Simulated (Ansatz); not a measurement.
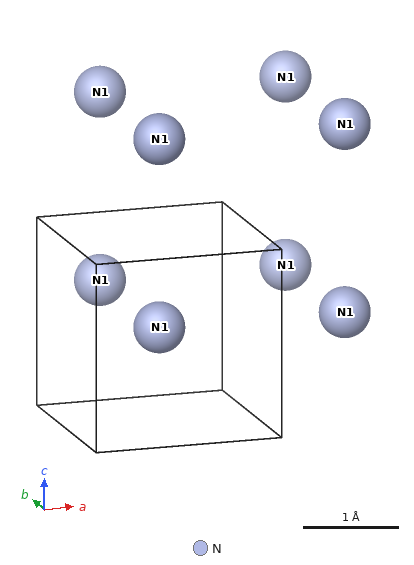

The starting point is a symmetric starting cell of N (made from another compound by putting N in place of As). Style: ball-and-stick. Shown: the cell of the calculation, repeated 2 × 2 × 2 with one cell outlined, slightly off an axis.

Theory: Ansatz 0.2.0, DFT PBE, scalar-relativistic, plane waves, PAW. Set-up: plane-wave cutoff 420 eV; k-point mesh 20 × 20 × 20; occupations gaussian; smearing width 0.1 eV; no spin polarisation.

Now this is done to it. All lengths are scaled by +3.4 % (volume +10.4 %), the atoms keeping their fractional coordinates. No relaxation follows. The starting cell wasn't computed here and needn't be at equilibrium, so pressure and forces aren't due to the change alone.

Input file:
```yaml
crystal:
  lattice:
    - [2.1182033251, 0.0, 0.0]
    - [0.0, 2.1182033251, 0.0]
    - [0.0, 0.0, 2.1182033251]
  atoms:
    - { symbol: "N", position: [0.5, 0.5, 0.5] }
basis:
  ecutwfc: 420
kpoints:
  mp_grid: { grid: [20, 20, 20] }
hamiltonian:
  xc: pbe
scf:
  occupations: { method: gaussian, width: 0.1 }
output:
  forces: true
  stress: true
  eigenvalues: true
```

### Predict the response.

The space group stays Pm-3m (No. 221). The pressure is −38.3 GPa (not all of it need come from the change, since the unchanged cell can be under pressure at this level too). All forces vanish by symmetry.

Drawn alike, the variant:

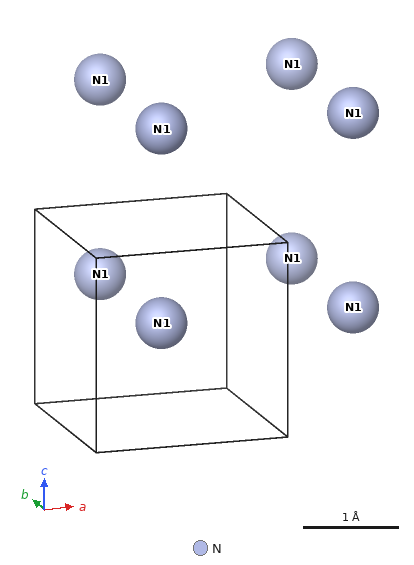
